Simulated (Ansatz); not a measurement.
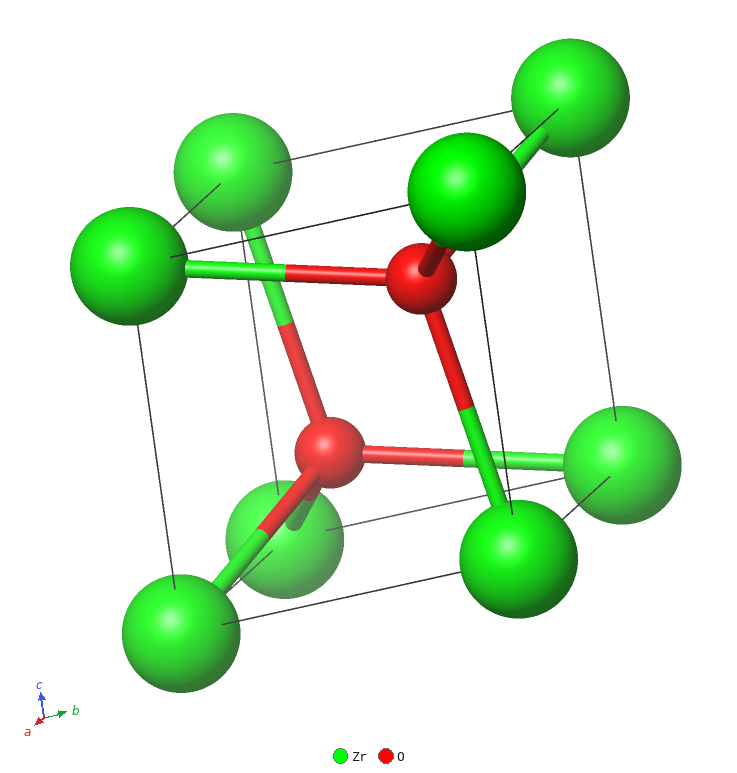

We look at a ball-and-stick model of the crystal slightly off an axis. Lines trace the edges of the simulation cell.

```
CELL_PARAMETERS angstrom
0.00000 2.55795 2.55795
2.55795 0.00000 2.55795
2.55795 2.55795 0.00000
ATOMIC_POSITIONS crystal
Zr 0.00000 0.00000 0.00000
O 0.25000 0.25000 0.25000
O 0.75000 0.75000 0.75000
```

The calculation used DFT PBE, scalar-relativistic, plane waves, PAW (Ansatz 0.2.0), with a kinetic-energy cutoff of 420 eV, k-point mesh 8×8×8, Gaussian smearing of 0.02 eV, no spin polarisation.

List the Bader charges.

Zr +2.63 e; O -1.32 e. The transfer is large, as in an ionic solid.

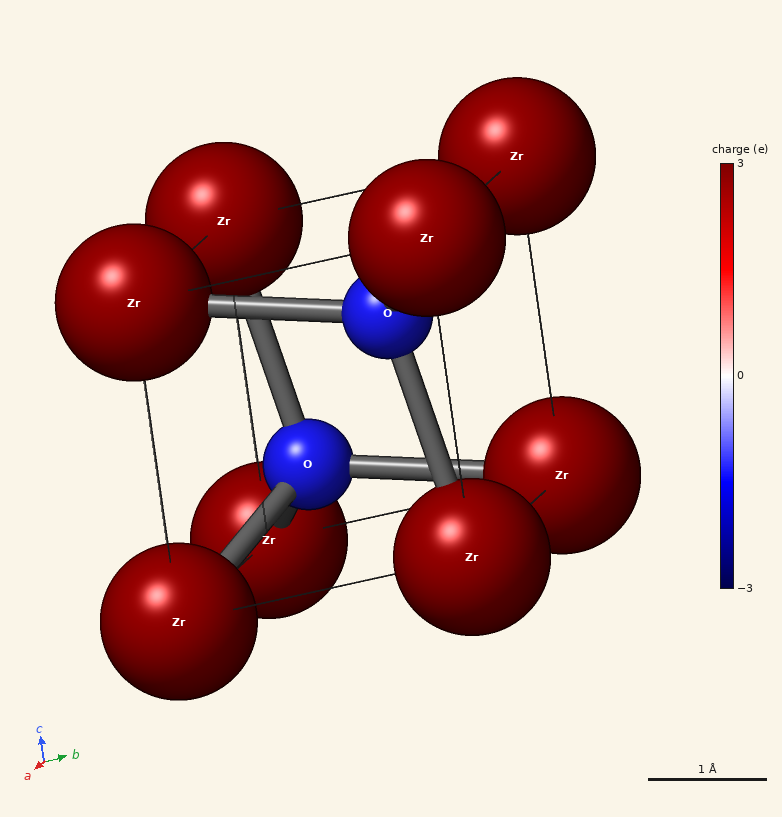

The atoms coloured by those charges.

The structure was taken from a random cell made by a generator, so it need not be a real form of the compound. Earlier steps of the study may have refined or changed the cell and positions. It was the input of a calculation with Ansatz.
